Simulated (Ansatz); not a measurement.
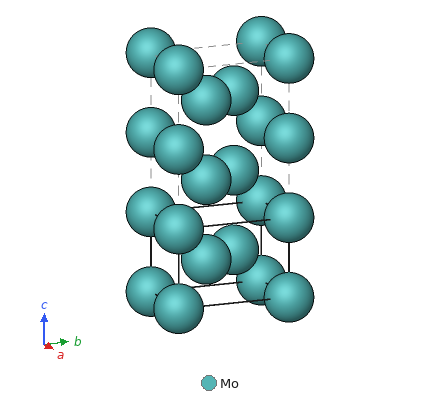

The structure; the drawing may span several cells.

Structure (in its standard cell), coordinates from a relaxation with Ansatz, DFT, revPBE, plane waves (420 eV) with PAW, scalar-relativistic; the starting structure was generated, so it need not be a known form of this composition:

```cif
data_structure
_symmetry_space_group_name_H-M 'P6/mmm'
_symmetry_Int_Tables_number 191
_cell_length_a 4.6841
_cell_length_b 4.6841
_cell_length_c 2.5717
_cell_angle_alpha 90.000
_cell_angle_beta 90.000
_cell_angle_gamma 120.000
_cell_volume 48.87
loop_
_atom_site_label
_atom_site_type_symbol
_atom_site_symmetry_multiplicity
_atom_site_Wyckoff_symbol
_atom_site_fract_x
_atom_site_fract_y
_atom_site_fract_z
_atom_site_occupancy
Mo1 Mo 1 a 0.00000 0.00000 0.00000 1
Mo2 Mo 2 d 0.33333 0.66667 0.50000 1
```

> What does the kinematic electron diffraction pattern along [210] look like at 200 kV (B = 0.3 Å²)?

The spots form a rectangular net whose two shortest vectors correspond to d = 2.57 Å and 2.34 Å, 90.0° apart. They are 0 0 1 and 1 -2 0. The pattern has symmetry 2mm. No reflection of this zone is absent.

Strongest reflections with d > 0.80 Å, one of each family (|F|² from tabulated Gaussian fits of the electron scattering factors, times a small damping for the curvature of the Ewald sphere):

```json
{"hkl": "1 -2 0", "d (Å)": "2.342", "I (strongest = 100)": "100"}
{"hkl": "0 0 2", "d (Å)": "1.286", "I (strongest = 100)": "27"}
{"hkl": "2 -4 0", "d (Å)": "1.171", "I (strongest = 100)": "21"}
{"hkl": "1 -2 2", "d (Å)": "1.127", "I (strongest = 100)": "19"}
{"hkl": "0 0 1", "d (Å)": "2.572", "I (strongest = 100)": "13"}
{"hkl": "2 -4 2", "d (Å)": "0.866", "I (strongest = 100)": "8"}
```

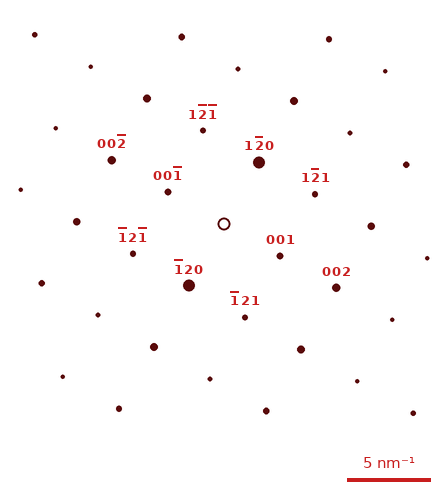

Calculated pattern, seen from the source side with [210] pointing towards the source.
